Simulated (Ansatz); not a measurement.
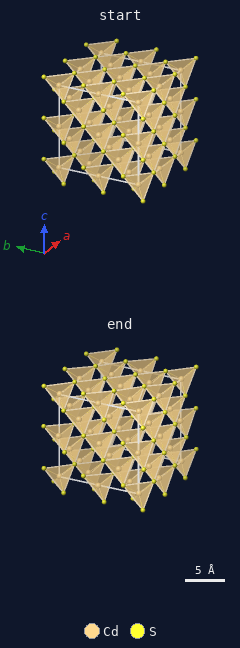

The structure of a defect cell of composition Cd$_{7}$S$_{8}$ (cell charge −2) before (top) and after (bottom) a relaxation, at one scale.

The picture is a polyhedral view of the conventional cell (4 times the calculation's cell), seen from a free direction. Lengths and directions refer to the drawn axes.

Case: Cd vacancy, atoms relaxed.

The calculation used Ansatz 0.2.0, DFT PBEsol, scalar-relativistic, plane waves, PAW.

The input:
```yaml
crystal:
  lattice:
    - [-5.8241960529, 5.8241960529, 0.0]
    - [-5.8241960529, 0.0, 5.8241960529]
    - [0.0, 5.8241960529, 5.8241960529]
  atoms:
    - { symbol: Cd, position: [0.0, 0.5, 0.0] }
    - { symbol: Cd, position: [0.5, 0.0, 0.0] }
    - { symbol: Cd, position: [0.5, 0.5, 0.5] }
    - { symbol: Cd, position: [0.0, 0.0, 0.0] }
    - { symbol: Cd, position: [0.0, 0.5, 0.5] }
    - { symbol: Cd, position: [0.5, 0.0, 0.5] }
    - { symbol: Cd, position: [0.0, 0.0, 0.5] }
    - { symbol: S, position: [0.625, 0.625, 0.125] }
    - { symbol: S, position: [0.125, 0.625, 0.125] }
    - { symbol: S, position: [0.625, 0.125, 0.125] }
    - { symbol: S, position: [0.625, 0.625, 0.625] }
    - { symbol: S, position: [0.125, 0.125, 0.125] }
    - { symbol: S, position: [0.125, 0.625, 0.625] }
    - { symbol: S, position: [0.625, 0.125, 0.625] }
    - { symbol: S, position: [0.125, 0.125, 0.625] }
total_charge: -2
basis:
  ecutwfc: 420
kpoints:
  mp_grid: { grid: [4, 4, 4] }
hamiltonian:
  xc: pbesol
scf:
  occupations: { method: gaussian, width: 0.05 }
output:
  forces: true
  stress: true
  eigenvalues: true
  write_density: true
  write_potential: true
  elf: true
  volumetric_format: npy
relax:
  adjacent_minimum: "off"
  f_tol: 0.02
  max_steps: 50
```

Command:
```bash
ansatz run input.yaml --threads 4 --pin off --max-ram 9216MiB --backend cpu --events-out ev --progress --plain --runs-dir out
```

**What changed between the two?**

Over 3 geometry steps the energy falls by 0.420 eV per cell of the calculation. The largest force component goes from 0.84 to 0.001 eV/Å. The largest moves, 0.14 Å, are those of Cd1, Cd2, Cd3, Cd4, Cd5 and Cd6. Cd6 goes along −c. By element the largest moves are Cd 0.14 Å, S 0.13 Å. The cell doesn't change. Near-neighbour distances that change, for instance: Cd1–S12 2.522 → 2.599 Å, Cd1–S8 2.522 → 2.495 Å, Cd7–S12 2.522 → 2.543 Å. Among the angles between lasting bonds that change: S9–Cd5–S11 109.5° → 120.3°, S13–Cd5–S15 109.5° → 103.5°, Cd1–S9–Cd4 109.5° → 103.5°.

Limits of the set-up: the periodic images lie only 8.2 Å apart, so the values are limited by the cell's size; the cell is charged, on a uniform background, and energies carry no finite-size correction.
